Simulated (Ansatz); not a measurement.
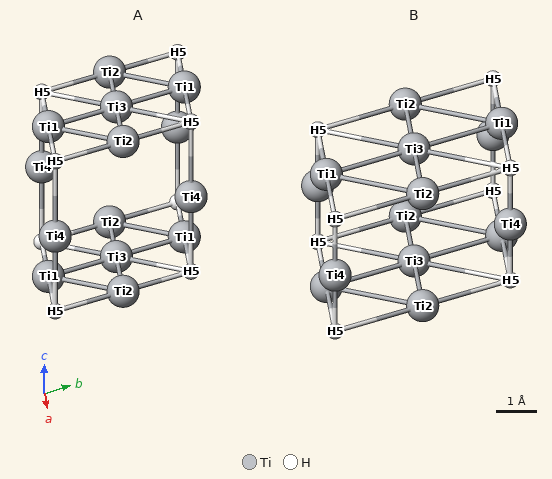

Two geometries of solid Ti₄H (a generated structure, set up in P6/mmm) (coarse preliminary run), drawn at one scale. One is the start of a relaxation, the other its converged end. The picture is a ball-and-stick view of the cell of the calculation, seen from a free direction.

These are results of DFT PBE, scalar-relativistic, plane waves, PAW in Ansatz, not measurements. Settings: plane-wave cutoff 420 eV; k-point mesh 6 × 6 × 4; occupations gaussian; smearing width 0.1 eV; no spin polarisation; cell and atoms relaxed; force threshold 0.04 eV/Å; at most 70 steps.

Question: Which one is relaxed?

Answer: Structure B is the relaxed one. After 12 accepted moves (14 points after the start) the energy has fallen by 1172 meV per atom. All forces vanish by symmetry, so only the cell relaxes. Pressure: 43.20 GPa at the start and 0.06 GPa at the end. The SCF was repeated twice at an unchanged geometry on a basis and grid sized afresh for the cell, which shifted the energy by 78.6 meV per atom at most. No atom moves by more than 0.005 Å relative to the cell. Cell: a = b 4.153 → 5.357 Å (+29.0 %), c 4.151 → 3.105 Å (−25.2 %). Volume +24.4 %. Near-neighbour distances that change, for instance: Ti1–Ti1 4.151 → 3.105 Å, Ti1–Ti2 2.076 → 2.678 Å, Ti1–H5 2.076 → 2.678 Å, Ti4–H5 2.076 → 1.553 Å. The space group stays P6/mmm (No. 191).

Limits of the set-up: the k-point mesh is coarse for a cell with partly filled bands.
